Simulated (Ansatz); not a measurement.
## Single-point calculation, with input and output: LiNbO3

LiNbO3 (R3c, 10 atoms in the cell), set up with DFT, lda+u, plane waves, PAW (Ansatz 0.2.0).

The structure derives from an entry of the Crystallography Open Database.

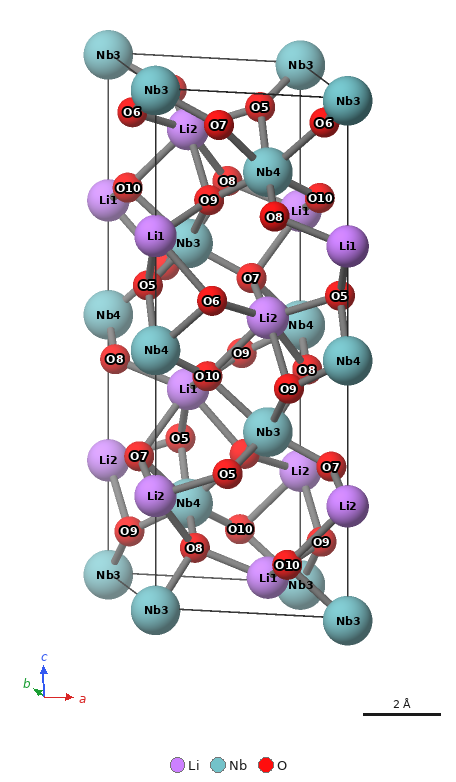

*The structure (ball-and-stick view of the cell 3 times as large as that of the calculation, set on its symmetry axes, seen slightly off an axis; atoms are numbered from 1 in the order of the input).*

Near neighbours in the crystal (not all of them lie inside the picture): Li has 6 O at 2.09 to 2.27 Å; Nb has 6 O at 1.89 to 2.15 Å; O has 2 Li at 2.09 to 2.27 Å and 2 Nb at 1.89 to 2.15 Å.

## The input
```yaml
crystal:
  lattice:
    - [2.6115578418, 1.507783623, 4.5982666595]
    - [-2.6115578418, 1.507783623, 4.5982666595]
    - [0.0, -3.0155672459, 4.5982666595]
  atoms:
    - { symbol: Li, position: [0.2844123196, 0.2844123196, 0.2844123196] }
    - { symbol: Li, position: [0.7844123196, 0.7844123196, 0.7844123196] }
    - { symbol: Nb, position: [0.0044456516, 0.0044456516, 0.0044456516] }
    - { symbol: Nb, position: [0.5044456516, 0.5044456516, 0.5044456516] }
    - { symbol: O, position: [0.1160330015, 0.3610595606, 0.7252493287] }
    - { symbol: O, position: [0.7252493287, 0.1160330015, 0.3610595606] }
    - { symbol: O, position: [0.3610595606, 0.7252493287, 0.1160330015] }
    - { symbol: O, position: [0.8610595606, 0.6160330015, 0.2252493287] }
    - { symbol: O, position: [0.2252493287, 0.8610595606, 0.6160330015] }
    - { symbol: O, position: [0.6160330015, 0.2252493287, 0.8610595606] }
basis:
  ecutwfc: 420
kpoints:
  mp_grid: { grid: [6, 6, 6] }
hamiltonian:
  xc: lda+u
scf:
  occupations: { method: gaussian, width: 0.05 }
  max_iter: 75
output:
  forces: true
  eigenvalues: true
  stress: true
```

Command:
```bash
ansatz run input.yaml --threads 2 --pin off --max-ram 5120MiB --backend cpu --events-out ev --progress --plain --runs-dir out
```

## Output
```
Error: YAML parse error: error: line 22 column 7: hamiltonian.xc: unknown variant `lda+u`, expected one of `lda`, `lda-pw`, `pw92`, `pbe`, `pbesol`, `rpbe`, `revpbe`, `blyp`, `pbe0`, `revpbe0`, `b3lyp`, `b3lyp5`, `hse06`, `wpbeh`, `hiss`, `lc_wpbe`, `cam_b3lyp`, `hf`, `r2scan`, `r2scanh`, `r2scan0`, `r2scan50`, `mr2scan`
  --> <input>:22:7
   |
20 |   mp_grid: { grid: [6, 6, 6] }
21 | hamiltonian:
22 |   xc: lda+u
   |       ^ hamiltonian.xc: unknown variant `lda+u`, expected one of `lda`, `lda-pw`, `pw92`, `pbe`, `pbesol`, `rpbe`, `revpbe`, `blyp`, `pbe0`, `revpbe0`, `b3lyp`, `b3lyp5`, `hse06`, `wpbeh`, `hiss`, `lc_wpbe`, `cam_b3lyp`, `hf`, `r2scan`, `r2scanh`, `r2scan0`, `r2scan50`, `mr2scan`
23 | scf:
24 |   occupations: { method: gaussian, width: 0.05 }
   |
```

## What the run reported

| quantity | value |
| --- | --- |
| outcome | refused by the program |
| space group (tolerance 0.01 Å) | R3c (161) |
| hardware | 2 threads of AMD EPYC (Zen 3), 32 GiB of memory available, shared host |

This input holds a deliberate fault: an unknown functional (`hamiltonian.xc`). The program refused the input: “YAML parse error: error: line 22 column 7: hamiltonian.xc: unknown variant `lda+u`, expected one of `lda`, `lda-pw`, `pw92`, `pbe`, `pbesol`, `rpbe`, `revpbe`, `blyp`, `pbe0`, `revpbe0`, `b3lyp`, `b3lyp5`, `hse06`, `wpbeh`, `hiss`, `lc_wpbe`, `cam_b3lyp`, `hf`, `r2scan`, `r2scanh`, `r2scan0`, `r2scan50`, `mr2scan` --> …”
